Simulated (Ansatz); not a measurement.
Consider this structure.

```
Ni Ge
1.0
     3.53033    0.00000    0.00000
     0.00000    3.53033    0.00000
     0.00000    0.00000    3.53033
Ni Ge
3 1
Direct
  0.50000 0.00000 0.50000
  0.00000 0.50000 0.50000
  0.50000 0.50000 0.00000
  0.00000 0.00000 0.00000
```

**Describe what this structure looks like.**

The material is Ni3Ge. It takes space group Pm-3m (No. 221) on a primitive cubic lattice. Prototype: Cu₃Au (L1₂) type. In the cell are 3 Ni, 1 Ge, which makes 1 formula unit. The coordination shell of Ni holds eight Ni and four Ge in a cuboctahedral arrangement (2.50 Å to Ni, 2.50 Å to Ge). Ge bonds to twelve Ni in a cuboctahedral arrangement at 2.50 Å. The bonds build a three-dimensional framework.

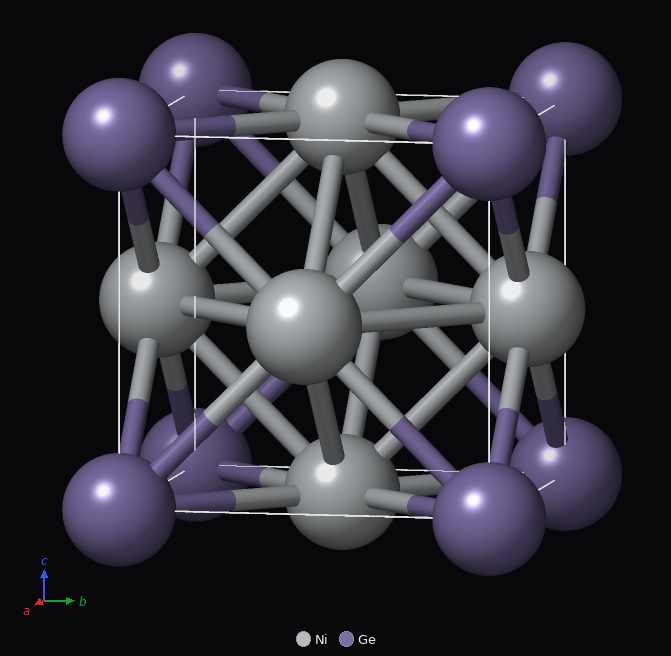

The image is a ball-and-stick drawing of a crystal, viewed slightly off an axis. The frame is the conventional unit cell; atoms at its boundary are shown with their periodic copies. Colours: nickel light grey, germanium purple.

Its origin is a structure listed in the Materials Project. Earlier steps of the study may have refined or changed the cell and positions. It was the input of a calculation with Ansatz.

At this level of theory the cell isn't at rest (stretched, at -8 GPa), so its distances can differ from those at equilibrium, the more so the softer the solid.
